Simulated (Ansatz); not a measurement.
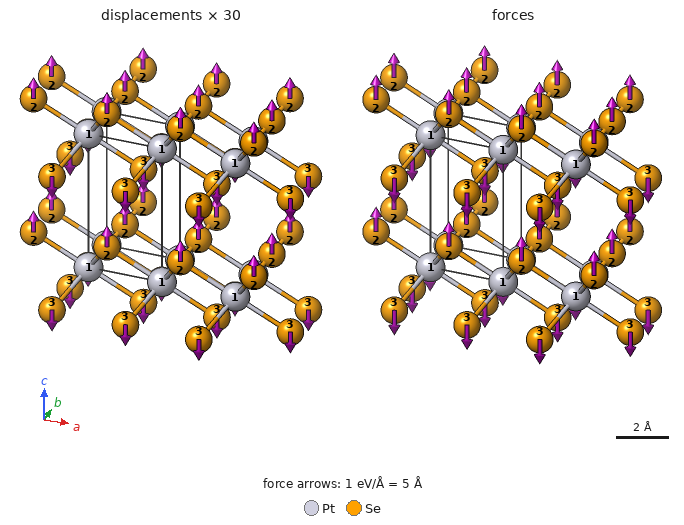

Left: solid PtSe2 (built on the 1T (CdI2) bulk type), with purple arrows for the displacements applied to it (without the part that the change of the cell carries along). Right: the displaced structure with the computed forces. Besides, all lengths are scaled by −1.0 % (volume −3.0 %). Style: ball-and-stick. Shown: the cell of the calculation, repeated 2 × 1 × 1 with one cell outlined, slightly off an axis.

Computed with DFT, PBE, plane waves, PAW (Ansatz 0.2.0). Settings: plane-wave cutoff 420 eV; k-point mesh 12 × 12 × 6; occupations fermi dirac; smearing width 0.02 eV; no spin polarisation.

Question: How do the forces relate to the distortion?

Answer: The Se atoms are displaced by 0.03 Å relative to the cell: Se3 0.03 Å along −c. No relaxation follows. It costs 15.6 meV per atom. The pressure goes from 3.8 to 6.0 GPa. The principal stresses (compression positive) are 3.6 GPa along c and 7.2 GPa across it. The largest forces, 0.2 eV/Å, act on Se2 and Se3; on Se2 it points along +c. Some distances before and after: Pt–Se 2.514 → 2.504 Å. The space group stays P-3m1 (No. 164). The forces point along the displacements (cosine 1.00).

Limits of the set-up: layers or molecules are held without a dispersion correction, so their spacing is unreliable.
